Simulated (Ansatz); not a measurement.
# Run report: ZrS2, geometry relaxation (part 2 of 2)

The same run, continued: ZrS2 (slab, 12 atoms in the cell); DFT PBE+D3(BJ), scalar-relativistic, plane waves, PAW, no spin polarisation (Ansatz 0.2.0); cutoff 420 eV, 3×3×1 k-mesh, Gaussian smearing of 0.05 eV. The structure derives from an entry of the Crystallography Open Database. The input holds or restrains some coordinates. It belongs to a series of runs on one base structure; here: clean slab, lower planes held.

Geometry of the input (Å; fractional positions):
```
7.2700  0.0000  0.0000
-3.6350  6.2960  0.0000
0.0000  0.0000  18.9214
S  0.3333  0.1667  0.4228
S  0.3333  0.6667  0.4228
S  0.8333  0.1667  0.4228
S  0.8333  0.6667  0.4228
Zr 0.0000  0.0000  0.5000
Zr -0.0000  0.5000  0.5000
Zr 0.5000  0.0000  0.5000
Zr 0.5000  0.5000  0.5000
S  0.1667  0.3333  0.5772
S  0.1667  0.8333  0.5772
S  0.6667  0.3333  0.5772
S  0.6667  0.8333  0.5772
```

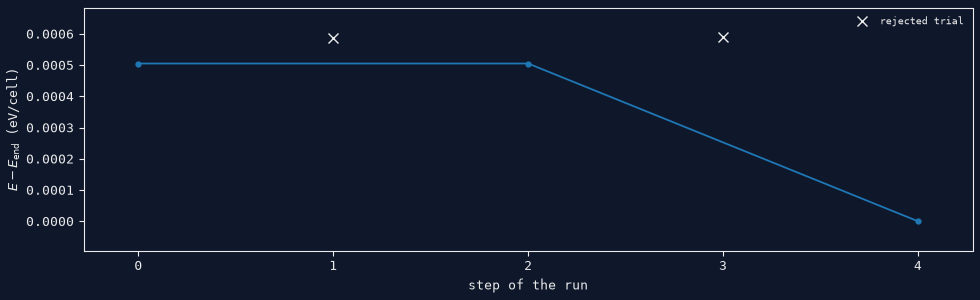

Progress of the restrained relaxation, step by step (the first geometry is step 0 here and step 1 in the log). The energy falls by 0.5 meV per cell of the calculation in 4 geometry steps. Largest force component: 0.038 eV/Å at the start, 0.00014 eV/Å at the end. The line search rejected the trial steps at points 1, 3 (counted from 0) and went back. The atoms keep their places (all moves are under 0.005 Å). The lattice vectors keep their values.

```
SCF converged after 6 iterations
Free energy (F): -23973.458166 eV
Harris-Foulkes:  -23973.458166 eV  (|F-HF|=1.08e-8)
Internal energy: -23973.458166 eV  (E = F + TS)
E sigma→0 (E₀):  -23973.458166 eV
Fermi energy:    -1.653357 eV
Dipole field:    D = -0.000034 V/Å  (p = -0.000162 e·Å, saw-weighted, corrected)
Work function:   Φ+ = 5.8461 eV   Φ− = 5.8454 eV
Levels:          The Fermi level and band energies are counted from a zero that moves with the ramp; work functions are not
--- Per-component energies (eV) ---
  E_band       = -1537.255428
  E_kinetic    = 2188.216999
  E_local      = -39287.822610  (includes V_loc(G=0)·N_el)
  E_nonlocal   = 538.253537
  E_hartree    = 18424.486603
  E_xc         = -1427.713787
  E_vxc        = -1468.039099  (∫ρ·V_xc dr)
  E_paw        = -16615.375149  (= ΣΔE_a)
  E_vpaw       = -356.838209  (= ΣTr[D̂ρ^β])
  E_aug_tail   = 0.000107  (compensation charges beyond the density's cutoff)
  E_efield     = 0.000000  (sawtooth field / dipole correction)
  E_vefield    = 0.000011  (∫n·V_field dr)
  E_ewald      = 12209.469005
  E_disp       = -2.972870  (pairwise vdW)
  E_smearing   = -0.000000  (= −TS)
  E_closure    = 0.000000  (closes the sum)
  Σ components = -23973.458166   (vs F -23973.458166, Δ=0.00e0)
--- Forces (eV/Å), atoms counted from 1 ---
  atom   1  S     -0.00000000     0.00000000    -0.00018945
  atom   2  S     -0.00000000     0.00000000    -0.00018945
  atom   3  S      0.00000000     0.00000000    -0.00018945
  atom   4  S      0.00000000     0.00000000    -0.00018945
  atom   5  Zr     0.00000000     0.00000000     0.00013579
  atom   6  Zr     0.00000000     0.00000000     0.00013579
  atom   7  Zr     0.00000000     0.00000000     0.00013579
  atom   8  Zr     0.00000000     0.00000000     0.00013579
  atom   9  S      0.00000000    -0.00000000     0.00012058
  atom  10  S      0.00000000    -0.00000000     0.00012058
  atom  11  S     -0.00000000    -0.00000000     0.00012058
  atom  12  S     -0.00000000    -0.00000000     0.00012058
  max |Σ_I F_I| component: 2.68e-4 eV/Å
--- Band table (eV) ---
  k-point 0: bands = ["-51.0411", "-51.0196", "-51.0196", "-51.0196", "-29.2347", "-29.2347", "-29.2347", "-29.1136", "-29.0487", "-29.0487", "-29.0487", "-29.0119", "-29.0119", "-29.0119", "-28.9497", "-28.9497", "-14.6629", "-13.8119", "-13.8119", "-13.8119", "-13.5065", "-13.2578", "-13.2578", "-13.2578", "-6.4991", "-6.4991", "-6.4991", "-6.0055", "-4.9793", "-4.9793", "-4.9793", "-4.8013", "-4.8013", "-4.6151", "-4.6151", "-4.6151", "-4.5164", "-4.5164", "-4.5164", "-3.3948", "-3.3948", "-3.3948", "-3.1062", "-3.1062", "-3.1062", "-3.1062", "-2.1808", "-2.1808", "-1.1250", "-1.1250", "-1.1250", "-0.5124", "-0.5124", "0.3509", "1.2768", "1.2768", "1.2768", "1.6192", "1.6192", "1.6192"]
  k-point 1: bands = ["-51.0357", "-51.0250", "-51.0196", "-51.0196", "-29.1975", "-29.1975", "-29.1655", "-29.0978", "-29.0648", "-29.0536", "-29.0536", "-29.0458", "-29.0458", "-29.0225", "-28.9964", "-28.9654", "-14.3859", "-13.8760", "-13.6831", "-13.6831", "-13.5418", "-13.5107", "-13.4018", "-13.4018", "-6.0375", "-6.0375", "-5.8596", "-5.6661", "-5.3349", "-5.3349", "-5.2458", "-5.2242", "-4.6542", "-4.6208", "-4.5475", "-4.5436", "-4.5436", "-4.2809", "-4.2809", "-4.0213", "-4.0213", "-3.6089", "-3.3495", "-3.3495", "-3.1398", "-3.0372", "-2.7617", "-2.6734", "-0.9365", "-0.5224", "-0.3284", "-0.3284", "0.2338", "0.7262", "0.8851", "0.8851", "0.9968", "1.2951", "1.4366", "1.4366"]
  k-point 2: bands = ["-51.0277", "-51.0277", "-51.0277", "-51.0169", "-29.1457", "-29.1457", "-29.1158", "-29.1158", "-29.1158", "-29.0741", "-29.0741", "-29.0741", "-29.0414", "-29.0024", "-29.0024", "-29.0024", "-13.9488", "-13.9488", "-13.9488", "-13.5847", "-13.5847", "-13.5847", "-13.4668", "-13.4667", "-5.4724", "-5.4723", "-5.4644", "-5.4644", "-5.4644", "-5.3228", "-5.2422", "-5.2422", "-5.2422", "-4.9092", "-4.9092", "-4.9092", "-4.1449", "-4.1449", "-4.1449", "-4.0608", "-4.0608", "-3.7974", "-3.7486", "-3.7486", "-3.7486", "-2.7266", "-2.7266", "-2.7266", "-0.1117", "-0.1117", "-0.1117", "0.1513", "0.1513", "0.1513", "0.2713", "0.9750", "0.9750", "1.3775", "1.3775", "1.3775"]
--- Relaxed structure (5 steps of the walk, 3 accepted, 0 SCFs on fresh bases) ---
  F+E_penalty+E_count = -23973.45816609 eV   max|allowed force component| = 1.358e-4 eV/Å
  atoms:
    - { symbol: S, position: [0.33333333333333337, 0.16666666666666666, 0.42280149980000004] }
    - { symbol: S, position: [0.33333333333333337, 0.6666666666666666, 0.42280149980000004] }
    - { symbol: S, position: [0.8333333333333335, 0.16666666666666666, 0.42280149980000004] }
    - { symbol: S, position: [0.8333333333333335, 0.6666666666666666, 0.42280149980000004] }
    - { symbol: Zr, position: [5.789750110929422e-20, -4.843345402044422e-35, 0.5001735255864749] }
    - { symbol: Zr, position: [0.0, 0.5, 0.5001735255864749] }
    - { symbol: Zr, position: [0.5, -4.333519570250272e-35, 0.5001735255864749] }
    - { symbol: Zr, position: [0.5, 0.5, 0.5001735255864749] }
    - { symbol: S, position: [0.16666666666666666, 0.33333333333333337, 0.5775463744941789] }
    - { symbol: S, position: [0.16666666666666657, 0.8333333333333333, 0.5775463744941789] }
    - { symbol: S, position: [0.6666666666666667, 0.33333333333333337, 0.5775463744941789] }
    - { symbol: S, position: [0.6666666666666665, 0.8333333333333333, 0.5775463744941789] }
```

**Trajectory as extended XYZ (Å, eV, eV/Å), 5 frames, from step=1 to step=5**
```
12
Lattice="7.2700 0.0000 0.0000 -3.6350 6.2960 0.0000 0.0000 0.0000 18.9214" Properties=species:S:1:pos:R:3:forces:R:3 step=1 energy=-23973.45766
S     1.8175    1.0493    8.0000    0.0000   0.0000  -0.0382
S     0.0000    4.1974    8.0000    0.0000   0.0000  -0.0382
S     5.4525    1.0493    8.0000    0.0000   0.0000  -0.0382
S     3.6350    4.1974    8.0000    0.0000   0.0000  -0.0382
Zr    0.0000    0.0000    9.4607    0.0000   0.0000   0.0001
Zr   -1.8175    3.1480    9.4607    0.0000   0.0000   0.0001
Zr    3.6350    0.0000    9.4607    0.0000   0.0000   0.0001
Zr    1.8175    3.1480    9.4607    0.0000   0.0000   0.0001
S     0.0000    2.0987   10.9214    0.0000   0.0000   0.0381
S    -1.8175    5.2467   10.9214    0.0000   0.0000   0.0381
S     3.6350    2.0987   10.9214    0.0000   0.0000   0.0381
S     1.8175    5.2467   10.9214    0.0000   0.0000   0.0381
12
Lattice="7.2700 0.0000 0.0000 -3.6350 6.2960 0.0000 0.0000 0.0000 18.9214" Properties=species:S:1:pos:R:3:forces:R:3 step=2 energy=-23973.45758 accepted=F
S     1.8175    1.0493    8.0000    0.0000   0.0000   0.0406
S     0.0000    4.1974    8.0000    0.0000   0.0000   0.0406
S     5.4525    1.0493    8.0000    0.0000   0.0000   0.0406
S     3.6350    4.1974    8.0000    0.0000   0.0000   0.0406
Zr    0.0000    0.0000    9.4675    0.0000   0.0000   0.0009
Zr   -1.8175    3.1480    9.4675    0.0000   0.0000   0.0009
Zr    3.6350    0.0000    9.4675    0.0000   0.0000   0.0009
Zr    1.8175    3.1480    9.4675    0.0000   0.0000   0.0009
S     0.0000    2.0987   10.9351    0.0000   0.0000  -0.0415
S    -1.8175    5.2467   10.9351    0.0000   0.0000  -0.0415
S     3.6350    2.0987   10.9351    0.0000   0.0000  -0.0415
S     1.8175    5.2467   10.9351    0.0000   0.0000  -0.0415
12
Lattice="7.2700 0.0000 0.0000 -3.6350 6.2960 0.0000 0.0000 0.0000 18.9214" Properties=species:S:1:pos:R:3:forces:R:3 step=3 energy=-23973.45766
S     1.8175    1.0493    8.0000    0.0000   0.0000  -0.0383
S     0.0000    4.1974    8.0000    0.0000   0.0000  -0.0383
S     5.4525    1.0493    8.0000    0.0000   0.0000  -0.0383
S     3.6350    4.1974    8.0000    0.0000   0.0000  -0.0383
Zr    0.0000    0.0000    9.4607    0.0000   0.0000   0.0000
Zr   -1.8175    3.1480    9.4607    0.0000   0.0000   0.0000
Zr    3.6350    0.0000    9.4607    0.0000   0.0000   0.0000
Zr    1.8175    3.1480    9.4607    0.0000   0.0000   0.0000
S     0.0000    2.0987   10.9214    0.0000   0.0000   0.0382
S    -1.8175    5.2467   10.9214    0.0000   0.0000   0.0382
S     3.6350    2.0987   10.9214    0.0000   0.0000   0.0382
S     1.8175    5.2467   10.9214    0.0000   0.0000   0.0382
12
Lattice="7.2700 0.0000 0.0000 -3.6350 6.2960 0.0000 0.0000 0.0000 18.9214" Properties=species:S:1:pos:R:3:forces:R:3 step=4 energy=-23973.45758 accepted=F
S     1.8175    1.0493    8.0000    0.0000   0.0000   0.0407
S     0.0000    4.1974    8.0000    0.0000   0.0000   0.0407
S     5.4525    1.0493    8.0000    0.0000   0.0000   0.0407
S     3.6350    4.1974    8.0000    0.0000   0.0000   0.0407
Zr    0.0000    0.0000    9.4675    0.0000   0.0000   0.0010
Zr   -1.8175    3.1480    9.4675    0.0000   0.0000   0.0010
Zr    3.6350    0.0000    9.4675    0.0000   0.0000   0.0010
Zr    1.8175    3.1480    9.4675    0.0000   0.0000   0.0010
S     0.0000    2.0987   10.9352    0.0000   0.0000  -0.0417
S    -1.8175    5.2467   10.9352    0.0000   0.0000  -0.0417
S     3.6350    2.0987   10.9352    0.0000   0.0000  -0.0417
S     1.8175    5.2467   10.9352    0.0000   0.0000  -0.0417
12
Lattice="7.2700 0.0000 0.0000 -3.6350 6.2960 0.0000 0.0000 0.0000 18.9214" Properties=species:S:1:pos:R:3:forces:R:3 step=5 energy=-23973.45817
S     1.8175    1.0493    8.0000    0.0000   0.0000  -0.0002
S     0.0000    4.1974    8.0000    0.0000   0.0000  -0.0002
S     5.4525    1.0493    8.0000    0.0000   0.0000  -0.0002
S     3.6350    4.1974    8.0000    0.0000   0.0000  -0.0002
Zr    0.0000    0.0000    9.4640    0.0000   0.0000   0.0001
Zr   -1.8175    3.1480    9.4640    0.0000   0.0000   0.0001
Zr    3.6350    0.0000    9.4640    0.0000   0.0000   0.0001
Zr    1.8175    3.1480    9.4640    0.0000   0.0000   0.0001
S     0.0000    2.0987   10.9280    0.0000   0.0000   0.0001
S    -1.8175    5.2467   10.9280    0.0000   0.0000   0.0001
S     3.6350    2.0987   10.9280    0.0000   0.0000   0.0001
S     1.8175    5.2467   10.9280    0.0000   0.0000   0.0001
```

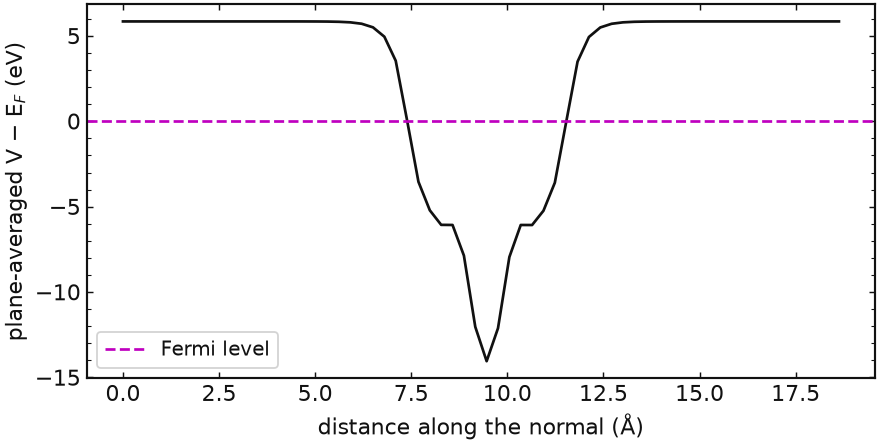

Plane average of the electrostatic potential energy of an electron across the cell, from the Fermi level. The vacuum level lies 5.85 eV above the Fermi level.

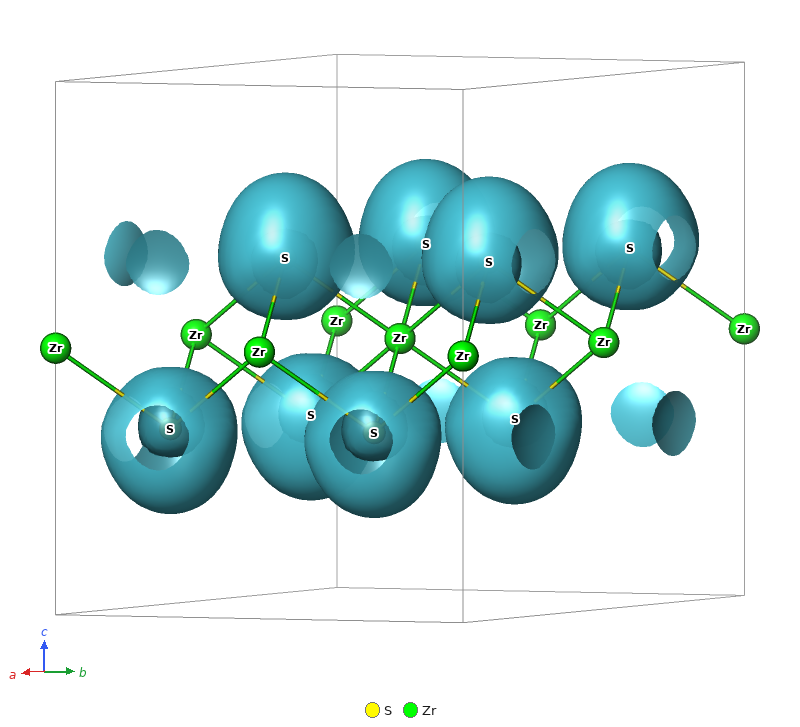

Isosurface of the electron localisation function at 0.75 (cyan), seen at an oblique angle. Only the valence region is drawn (cores and ρ < 0.01 e/Å³ removed). Sticks mark near contacts. Counts are for one cell; the picture repeats the cell along the surface. Profiles from the grid: Zr–S (2.56 Å): the ELF is about 0.40 at the midpoint. The fields are those of the smooth PAW valence density.

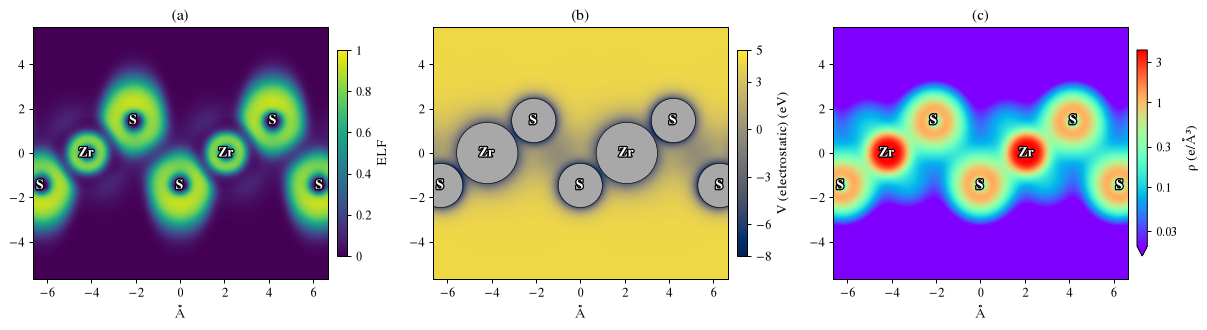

(a) electron localisation function; (b) electrostatic potential energy of an electron; (c) valence pseudo-density on the (110) plane of the calculation cell, a cut from vacuum to vacuum. Grey discs, where drawn, cover atomic cores. The section cuts through S and Zr sites. Zr–S (2.56 Å): the density is about 0.44 e/Å³ at the midpoint; the ELF is about 0.40 at the midpoint. The density dies away to nearly zero in the vacuum. The strong features right at Zr lie inside the PAW spheres (semicore, d or f shells) and say nothing about bonding.

**Results in brief**

| quantity | value |
| --- | --- |
| outcome | converged under the restraints of the input |
| electrons treated | 96 |
| free energy | −23973.4582 eV |
| work function, top face | 5.85 eV |
| work function, bottom face | 5.85 eV |
| Fermi energy | −1.653 eV |
| gap on the k-point mesh | 1.06 eV |
| final volume | 866.08 Å³ |
| work function (upper face) | 5.85 eV |
| largest force (length of the vector) at the end, held atoms and coordinates included | under 0.001 eV/Å |
| hardware | 2 threads of Arm Neoverse V1, 24 GiB of memory available, shared host |
| wall time | 43 s (CPU time 84 s) |
| peak memory | 0.97 GiB |
